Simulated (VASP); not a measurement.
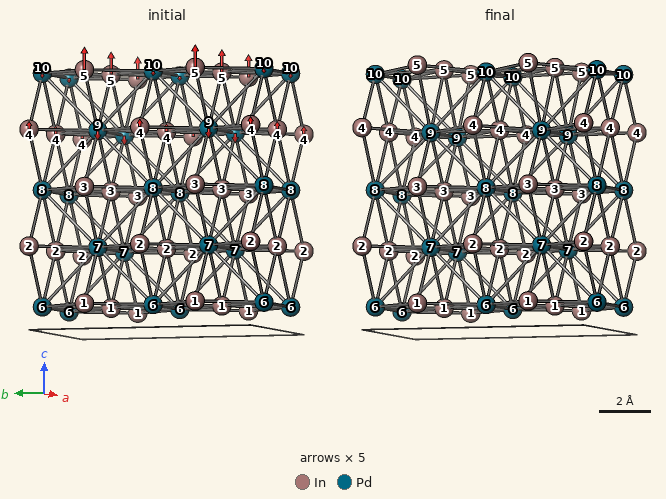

The structure of a slab of composition InPd before (left) and after (right) a relaxation, at one scale. The red arrows give the displacements, 5 times their true length.

The picture is a ball-and-stick view of the 2 × 2 repeat of the cell, outlined in the plane, without the vacuum, seen from a free direction.

The run lets the atoms move in a fixed cell. 4 atoms are held fixed.

The calculation used Kohn-Sham DFT of a periodic cell, RPBE, VASP PAW PBE potentials, recommended (VASP 6.6.1).

Input file:
```
SYSTEM = InPd
  ALGO = Normal
  DIPOL = 0.5 0.5 0.500
  EDIFF = 1E-7
  EDIFFG = -0.005
  ENCUT = 520
  GGA = RP
  IBRION = 2
  IDIPOL = 3
  ISIF = 2
  ISMEAR = 0
  LASPH = .True.
  LCHARG = .False.
  LDIPOL = .True.
  LREAL = .False.
  LWAVE = .False.
  NELM = 60
  NSW = 60
  PREC = Accurate
  SIGMA = 0.05
```

Run as
```bash
cat potpaw_PBE.64/In_d/POTCAR potpaw_PBE.64/Pd/POTCAR > POTCAR
mpirun -np 1 vasp_std > vasp.out
```

Describe what moved and what it gained.

The run was cut off at its time limit before the relaxation converged, so the last structure is only a point on the way. The energy falls by 0.127 eV per cell of the calculation in 2 geometry steps. Largest force component: 0.96 eV/Å at the start, 0.94 eV/Å at the end. In5 moves most: 0.19 Å along the normal (+c). Largest moves by element: In 0.19 Å, Pd 0.08 Å. The cell doesn't change. Near-neighbour distances that change, for instance: In5–Pd9 2.834 → 3.057 Å, In4–Pd10 2.834 → 2.744 Å, In3–Pd9 2.834 → 2.766 Å, Pd8–Pd9 3.272 → 3.214 Å. Among the angles between lasting bonds that change: Pd10–In5–Pd10 180.0° → 170.8°, Pd9–In5–Pd9 70.5° → 64.7°, Pd9–In5–Pd10 109.5° → 103.9°.
